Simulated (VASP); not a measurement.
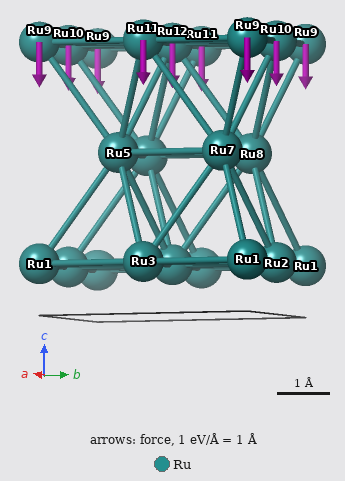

Starting geometry of a slab of composition Ru with the computed forces as purple arrows. The picture is a ball-and-stick view of the cell of the calculation, outlined in the plane, without the vacuum, seen from a free direction.

The run lets the atoms move in a fixed cell. 8 atoms are held fixed.

Method: Kohn-Sham DFT of a periodic cell, PBE with D3(BJ), VASP PAW PBE potentials, recommended in VASP 6.6.1.

Input
```
SYSTEM = Ru
ALGO = Fast
EDIFF = 1E-6
EDIFFG = -0.03
ENCUT = 400
GGA = PE
IBRION = 2
ISIF = 2
ISMEAR = 1
ISYM = 0
IVDW = 12
KPAR = 4
LASPH = .TRUE.
LCHARG = .FALSE.
LREAL = Auto
LWAVE = .FALSE.
NELM = 100
NSW = 120
PREC = Accurate
SIGMA = 0.1
```

Launched with:
```bash
cat potpaw_PBE.64/Ru_pv/POTCAR > POTCAR
mpirun -np 4 vasp_std > vasp.out
```

> Is this structure relaxed? If not, where do the atoms go?

It isn't relaxed: the largest force vector, on Ru atoms, is 0.88 eV/Å. The atoms end up moving mostly along the starting forces (cosine between the two patterns 1.00). Over 2 geometry steps the energy falls by 0.142 eV per cell of the calculation. Largest force component: 0.88 eV/Å at the start, 0.72 eV/Å at the end. The largest moves, 0.078 Å, are those of Ru atoms. The lattice vectors keep their values. Some distances before and after: Ru–Ru 2.646 → 2.584 Å. It ran on 4 threads of Intel(R) Xeon(R) Platinum 8375C CPU @ 2.90GHz (Ice Lake), with other jobs on the host.
